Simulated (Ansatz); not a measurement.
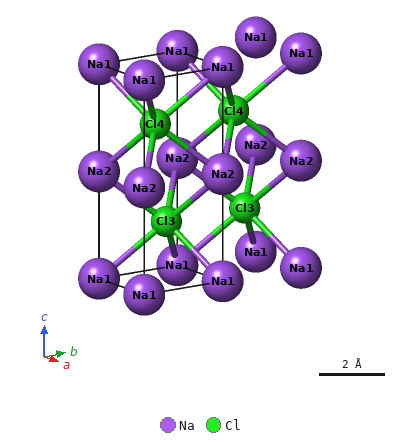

Fig. 1: The structure as given in the input (ball-and-stick view of the cell of the calculation, repeated 1 × 2 × 1, seen slightly off an axis; atoms are numbered from 1 in the order of the input). Near neighbours in the crystal (not all of them lie inside the picture): Na has 6 Cl at 2.81 Å; Cl has 6 Na at 2.81 Å.

# Run report: NaCl, Wannier-function calculation

NaCl (P6₃/mmc, 4 atoms in the cell), computed with maximally localised Wannier functions of r2SCAN bands, plane waves, PAW, no spin polarisation (Ansatz 0.2.0).

The structure was built on a prototype by a generator. The geometry comes from this level: r2SCAN. It belongs to a series of runs on one base structure; here: cation s and anion p, disentangled. Figures and captions count atoms from 1; the log counts them from 0 in places.

**Input file**
```yaml
crystal:
  lattice:
    - [3.892271577, 0.0, 0.0]
    - [-1.9461357885, 3.3708060641, 0.0]
    - [0.0, 0.0, 6.7368165382]
  atoms:
    - { symbol: Na, position: [0.0, 0.0, 0.0] }
    - { symbol: Na, position: [0.0, 0.0, 0.5] }
    - { symbol: Cl, position: [0.3333333333, 0.6666666667, 0.25] }
    - { symbol: Cl, position: [0.6666666667, 0.3333333333, 0.75] }
kpoints:
  mp_grid: { grid: [6, 6, 4] }
  band_path:
    path:
      - [[0.0, 0.0, 0.0], [0.5, 8.13281464421e-17, 0.0], [0.3333333333333, 0.3333333333333, 0.0], [0.0, 0.0, 0.0], [0.0, 0.0, 0.5], [0.5, 8.13281464421e-17, 0.5], [0.3333333333333, 0.3333333333333, 0.5], [0.0, 0.0, 0.5]]
      - [[0.5, 8.13281464421e-17, 0.5], [0.5, 8.13281464421e-17, 0.0]]
      - [[0.3333333333333, 0.3333333333333, 0.5], [0.3333333333333, 0.3333333333333, 0.0]]
    npoints: 10
hamiltonian:
  xc: r2scan
scf:
  occupations: { method: fixed }
  n_extra_bands: 8
output:
  forces: false
  stress: false
  eigenvalues: true
  wannier:
    kmesh: [6, 6, 4]
    projections: [{ species: Na, l: s, shell: 3 }, { species: Cl, l: p, shell: 3 }]
    minimise: true
    write_hr: true
    conv_tol: 1.0e-08
    max_iter: 3000
    disentanglement: { window: [-9.12, 18.74], frozen_window: [-6.12, 7.54] }
```

**File wannier.win**
```
! ansatz wannier90 interface
! projections by site (counted from 0) and shell: 0 3S, 1 3S, 2 3P, 3 3P
! states of the run's bands (counted from 1): 1-31
num_bands = 31
num_wann  = 8
num_iter  = 2000
conv_tol = 1e-8
conv_window = 5
dis_win_min = -9.12
dis_win_max = 18.74
dis_froz_min = -6.12
dis_froz_max = 7.54
dis_num_iter = 10000
guiding_centres = true
write_hr = true

begin unit_cell_cart
Ang
        3.892271576994158                      0.0                      0.0
       -1.946135788497079       3.3708060641050595                      0.0
                      0.0                      0.0             6.7368165382
end unit_cell_cart

begin atoms_frac
Na                       0.0                      0.0                      0.0
Na                       0.0                      0.0                      0.5
Cl        0.3333333333333333       0.6666666666666667                     0.25
Cl        0.6666666666666667       0.3333333333333333                     0.75
end atoms_frac

mp_grid = 6 6 4
```

Hardware: 4 threads of Intel Xeon @ 2.70GHz, 189 GiB of memory available, shared host.

Launched with:
```bash
ansatz run input.yaml --threads 4 --pin off --max-ram 3686MiB --backend cpu --events-out ev --progress --plain --runs-dir out
```

**What the program printed**
```
scf.n_extra_bands = 8 over 16 filled bands (N_el = 32.0): the run solves 24 bands
Engine: ansatz 0.2.0, x86_64-unknown-linux-gnu
Pseudopotentials: kind: paw
Pseudopotential: Na, paw, valence charge 9, recommended cutoff 500 eV (meta_gga), Na.paw.azcp
Pseudopotential: Cl, paw, valence charge 7, recommended cutoff 500 eV (meta_gga), Cl.paw.azcp
Functional definition: r2SCAN
  parameter k0 = 0.174
  parameter k1 = 0.065
  parameter a1 = 4.9479
  exchange = r2scan_x(k0 = k0, k1 = k1, a1 = a1)
  correlation = r2scan_c
Crystal: 4 atoms, lattice volume = 88.388 Å³
Basis set: ecut = 500 eV, 2251 PW (Γ), exchange–correlation on 120×120×200 points (64 copies of the dense FFT grid, shifted against one another)
Bands: 24, of which v1, the nominal top of the filled ones, is band 16 counted from 1 (15 counted from 0)
Symmetry: 24 space group operations
Space group: P63/mmc (ITA 194), of the structure as read, at distance tolerance 4.5e-5 Å
k-points: 21 of 144
Non-local potential: Na, projectors of the file, l = 0: 3, l = 1: 2, l = 2: 1
Non-local potential: Cl, projectors of the file, l = 0: 2, l = 1: 2, l = 2: 2
PAW form: soft (Blöchl's): semilocal exchange-correlation on the pseudo side does not see the compensation charge
PAW frozen core: Na, regenerated for the run's functional (the file was generated under x = pbe(κ = 0.804, μ = 0.2195149727645171), c = pbe(β = 0.06672455060314922))
PAW frozen core: Cl, regenerated for the run's functional (the file was generated under x = pbe(κ = 0.804, μ = 0.2195149727645171), c = pbe(β = 0.06672455060314922))
PAW one-centre angular grid: Na, 302 points (default); XC on 339 of its mesh's 2595 points in the sphere
PAW one-centre angular grid: Cl, 302 points (default); XC on 160 Gauss nodes
Initial density: superposition of atomic densities (neutral atoms: chi_scale 0, normalization atom), corrected by the library's trained network
Initial wavefunctions: pseudopotential atomic-orbital guess
Functional: x = r2scan, c = r2scan; τ floored in thin density (d = 2e-4 eV/Å³)
SCF iter   1: F=—  HF=-5152.528357 eV  |F-HF|=—  |Δ(HF+E_count)|=         —  Δρ=7.10e-3  dr2=2.02e-2  dr2_τ=3.51e-3  ethr=1.77e-3  ⟨swp⟩=4.8  Hψ=2010  notcnv=0  defer=120
preconditioner: auto → Resta (q_TF=auto, 2.303 Å⁻¹)  ε∞=2.2  [insulator: Δε(μ)=5.845 eV  Ē_g=14.577 eV  n_scr=22 (ndim 8)  ℏωp=15.8 eV  f_vac=0.039  ε∞_Penn≈2.2]
SCF iter   2: F=—  HF=-5152.546183 eV  |F-HF|=—  |Δ(HF+E_count)|=   1.78e-2  Δρ=2.37e-3  dr2=2.47e-3  dr2_τ=4.91e-4  ethr=6.32e-5  ⟨swp⟩=2.5  Hψ=1074  notcnv=0  defer=125
SCF iter   3: F=—  HF=-5152.546262 eV  |F-HF|=—  |Δ(HF+E_count)|=   7.89e-5  Δρ=6.77e-4  dr2=2.21e-4  dr2_τ=2.33e-5  ethr=7.72e-6  ⟨swp⟩=2.0  Hψ=772  notcnv=0  defer=125
SCF iter   4: F=—  HF=-5152.546319 eV  |F-HF|=—  |Δ(HF+E_count)|=   5.75e-5  Δρ=1.98e-4  dr2=2.04e-5  dr2_τ=4.30e-6  ethr=6.89e-7  ⟨swp⟩=2.9  Hψ=790  notcnv=0  defer=124
SCF iter   5: F=—  HF=-5152.546321 eV  |F-HF|=—  |Δ(HF+E_count)|=   1.50e-6  Δρ=2.72e-5  dr2=2.94e-7  dr2_τ=3.02e-8  ethr=6.39e-8  ⟨swp⟩=2.0  Hψ=653  notcnv=0  defer=43
SCF iter   6: F=-5152.546321 eV  HF=-5152.546321 eV  |F-HF|=5.65e-9  |Δ(HF+E_count)|=   2.47e-7  Δρ=3.29e-6  dr2=8.41e-9  dr2_τ=1.65e-9  ethr=3.13e-10  ⟨swp⟩=7.5  Hψ=2013  notcnv=0
SCF 1 converged in 6 iterations: F = -5152.546321 eV  dr2 = 8.41e-9
  greatest PAW one-centre occupation: 1.000 electrons in one spin orbital (limit 2), on the Na atom at site 1 (counted from 0), in its partial waves of l = 0
NSCF: frozen V_eff on 93 k-points
NSCF: frozen V_eff on 25 k-points
the Wannier pass solved 25 of the 144 points of its mesh, and has the states at the others by symmetry: states obtained by the crystal's operations at points that were solved too leave a residual of 2.42e-13 eV (read by the count's bands and the next), within 5.56e-6 eV
NSCF: frozen V_eff on 25 k-points
the Wannier pass solved 25 of the 144 points of its mesh, and has the states at the others by symmetry: states obtained by the crystal's operations at points that were solved too leave a residual of 6.03e-13 eV (read by the count's bands and the next), within 5.56e-6 eV
NSCF: frozen V_eff on 25 k-points
the Wannier pass solved 25 of the 144 points of its mesh, and has the states at the others by symmetry: states obtained by the crystal's operations at points that were solved too leave a residual of 8.31e-13 eV (read by the count's bands and the next), within 5.56e-6 eV
SCF converged after 6 iterations
Free energy (F): -5152.546321 eV
Harris-Foulkes:  -5152.546321 eV  (|F-HF|=5.65e-9)
Internal energy: -5152.546321 eV  (E = F + TS)
E sigma→0 (E₀):  -5152.546321 eV
Fermi energy:    0.876968 eV
--- Per-component energies (eV) ---
  E_band       = -498.206550
  E_kinetic    = 565.584408
  E_local      = -3065.495106  (includes V_loc(G=0)·N_el)
  E_nonlocal   = 288.434998
  E_hartree    = 1084.036629
  E_xc         = -283.544397
  E_vxc        = -382.539628  (∫ρ·V_xc dr)
  E_paw        = -1868.709096  (= ΣΔE_a)
  E_vpaw       = -96.561019  (= ΣTr[D̂ρ^β])
  E_aug_tail   = 0.000069  (compensation charges beyond the density's cutoff)
  E_vtau       = 24.297356  (kinetic-family band-sum trace: ∫τ·v_τ [+ j·A + Jᵃ·Aᵃ] dr)
  E_ewald      = -1872.528478
  E_core_change = -0.325348  (= ΣΔE_core)
  E_smearing   = -0.000000  (= −TS)
  E_closure    = -0.000000  (closes the sum)
  Σ components = -5152.546321   (vs F -5152.546321, Δ=0.00e0)
--- Band table (eV; the first three rows and the last of 21) ---
  k-point 0: bands = ["-50.2674", "-50.2650", "-20.7286", "-20.6756", "-20.6756", "-20.6692", "-20.6692", "-20.6650", "-12.4529", "-12.1438", "-1.2205", "0.6398", "0.6537", "0.6537", "0.8770", "0.8770", "6.7399", "8.9236", "11.7088", "12.1082", "13.0246", "13.0246", "13.2122", "13.2122"]
  k-point 1: bands = ["-50.2670", "-50.2653", "-20.7194", "-20.6747", "-20.6747", "-20.6744", "-20.6702", "-20.6702", "-12.4095", "-12.1912", "-0.9974", "0.2945", "0.6854", "0.6854", "0.8432", "0.8432", "7.2253", "8.8201", "11.5242", "11.6707", "12.8610", "12.8610", "13.0537", "13.0537"]
  k-point 2: bands = ["-50.2662", "-50.2662", "-20.6970", "-20.6970", "-20.6724", "-20.6724", "-20.6724", "-20.6724", "-12.3024", "-12.3024", "-0.4073", "-0.4073", "0.7633", "0.7633", "0.7633", "0.7633", "8.2105", "8.2105", "11.3061", "11.3061", "12.8414", "12.8414", "12.8414", "12.8414"]
  k-point 20: bands = ["-50.2654", "-50.2654", "-20.6902", "-20.6902", "-20.6882", "-20.6882", "-20.6868", "-20.6868", "-12.0288", "-12.0288", "-0.6420", "-0.6420", "-0.4331", "-0.4331", "0.3506", "0.3506", "9.9131", "9.9131", "11.1196", "11.1196", "11.8438", "11.8438", "13.0789", "13.0789"]
Wannier search: line search 1 of at most 3000: gauge-dependent spread (as the search counts it) 0.1692396 Å², largest recent change 1.5e-1 Å² and fall left 2.6e-5 Å² against conv_tol 1.0e-8 Å², 0 stops escaped
```

**File wannier.spreads.toml**
```
omega_i_ang2 = 14.787947918370321
omega_d_ang2 = 0.002007706739258425
omega_od_ang2 = 0.1671674577406043
omega_total_ang2 = 14.957123082850185
least_projectability = 0.5743788138263475
b_vectors_match_mmn = true
n_iter = 8
converged = true
rejected_fitted_steps = 0
dis_converged = true
dis_n_iter = 144
dis_n_moved = 0
dis_level_miss = 0.002312152127186877

[[wannier]]
r = [0.000000000002890888037174979, 2.244675944169004, 1.6842041345595102]
spread = 1.2928168650395984

[[wannier]]
r = [1.9461357885039123, 1.1261301199334237, 5.052612403660095]
spread = 1.2928168650794838

[[wannier]]
r = [1.9461357884958042, 1.1210078207797236, 5.052612403655471]
spread = 1.2928306279948991

[[wannier]]
r = [0.000000000001996221824835749, 2.249798243306889, 1.6842041345542937]
spread = 1.2928306280241282

[[wannier]]
r = [0.0000000000034753562559557058, 2.2472041730514776, 1.6842041345499092]
spread = 1.3030360704347945

[[wannier]]
r = [1.9461357885021493, 1.1236018910254368, 5.052612403650561]
spread = 1.3030360704479627

[[wannier]]
r = [0.00000000012198101760654558, -0.0000000003352300366951734, 3.368408269308976]
spread = 3.5898779779125363

[[wannier]]
r = [0.00000000010562348196895636, -0.00000000039584147734910273, 0.00000000013978808735138118]
spread = 3.5898779779170757

[[curvature_check]]
after_line_search = 8
omega_tilde_before_ang2 = 0.16917516447986272
krylov_steps = 25
lowest_ritz_value_ang2 = -3.8412481480798427e-7
residual_ang2 = 4.2819807269912326e-17
settled = true
first_negative_step = 6
curvature_along_ang2 = -3.8412481480798385e-7
angle_rad = 0.05965525383869526
omega_tilde_lowest_ang2 = 0.169175162350001
outcome = "no-descent"
```

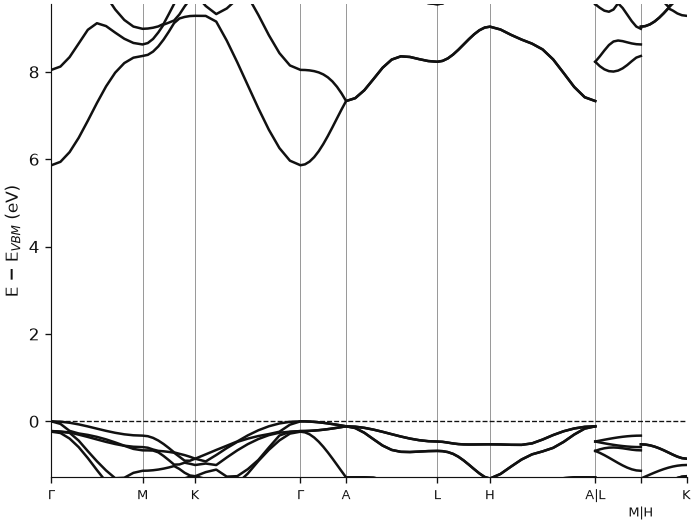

Fig. 2: Band structure along Γ–M–K–Γ–A–L–H–A|L–M|H–K, with energies from the valence-band top. There is a gap of 5.86 eV on this path, direct, at Γ.

**Key numbers**

```csv
quantity,value
outcome,converged
space group (tolerance 0.01 Å),P6₃/mmc (194)
electrons treated,32
free energy,−5152.5463 eV
total spread of the Wannier functions,14.957 Å²
Fermi energy,0.877 eV
gap on the k-point mesh,5.86 eV
wall time,13 s (CPU time 43 s)
peak memory,0.67 GiB
```
